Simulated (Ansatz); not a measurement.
Li, as given below.

```xyz
4
Lattice="4.3971 0.0000 0.0000 0.0000 4.3971 0.0000 0.0000 0.0000 4.3971" Properties=species:S:1:pos:R:3 pbc="T T T"
Li    0.0000    0.0000    0.0000
Li    0.0000    2.1986    2.1986
Li    2.1986    0.0000    2.1986
Li    2.1986    2.1986    0.0000
```

It is based on the input geometry of an electronic-structure calculation (not necessarily at equilibrium); the starting structure was generated, so it need not be a known form of this composition.

**Where will the first 3 clear peaks of its neutron PDF lie (peak width σ = 0.12 Å), and from which pairs do they come?**

1. 3.11 Å: Li–Li at 3.11 Å
2. 4.40 Å: Li–Li at 4.40 Å
3. 5.39 Å: Li–Li at 5.39 Å

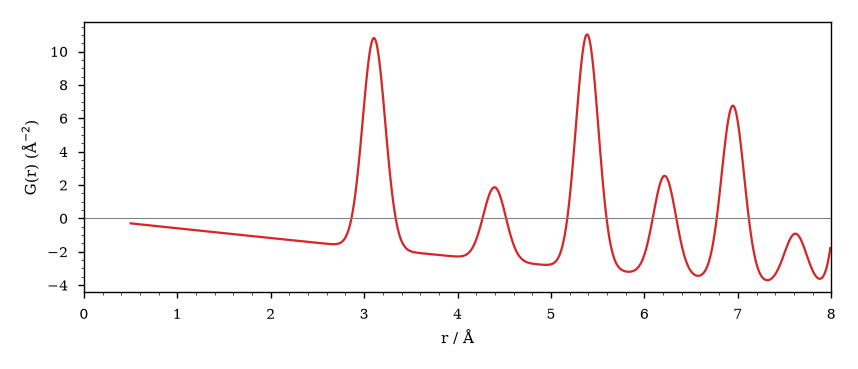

Computed neutron G(r), with each pair weighted by the product of the tabulated coherent neutron scattering lengths (natural isotope mix where the element has one) and a uniform peak width σ = 0.12 Å, damped by exp(−(Q_damp r)²/2) with Q_damp = 0.060 Å⁻¹. There is no Q-range truncation.
